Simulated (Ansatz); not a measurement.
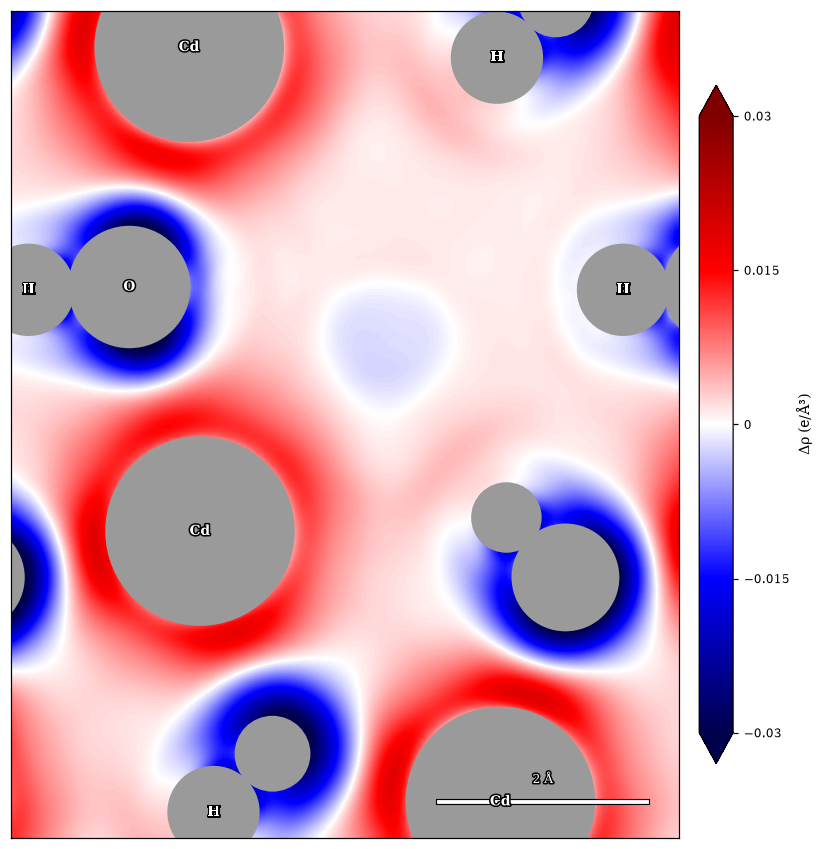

CdH₂O₂: difference of two self-consistent densities at the same geometry, ρ(PBEsol) − ρ(r2SCAN), on the (101) plane of the conventional cell. Grey discs cover the cores, where the PAW densities can't be compared. Cores are masked to 0.9 Å (Cd), 0.4 Å (H) and 0.6 Å (O).

Space group P1. The cell comes from a database of computed structures, not from a measurement.

Both runs: Ansatz, scalar-relativistic, plane waves and PAW, same cutoff, k-points and PAW files (made with PBE).

How does the change of level move the electrons?

Against r2SCAN, and outside the masked cores, the largest gain, 0.019 e/Å³, lies 1.0 Å from a cadmium nucleus and 1.2 Å from an oxygen one, and the largest loss lies at the edge of the masked core of O.
- Bader charges are Cd +1.34, H +0.57 and O −1.24 e with r2SCAN and Cd +1.24, H +0.57 and O −1.19 e with PBEsol.
- At this volume the pressure is −1 GPa with r2SCAN and 0 GPa with PBEsol.
- The gap on the mesh is 2.29 eV with r2SCAN and 1.63 eV with PBEsol.

Run times: 76 s (PBEsol) and 100 s (base cell), on 2 threads of Intel(R) Xeon(R) Platinum 8488C (Sapphire Rapids), with other jobs on the host.
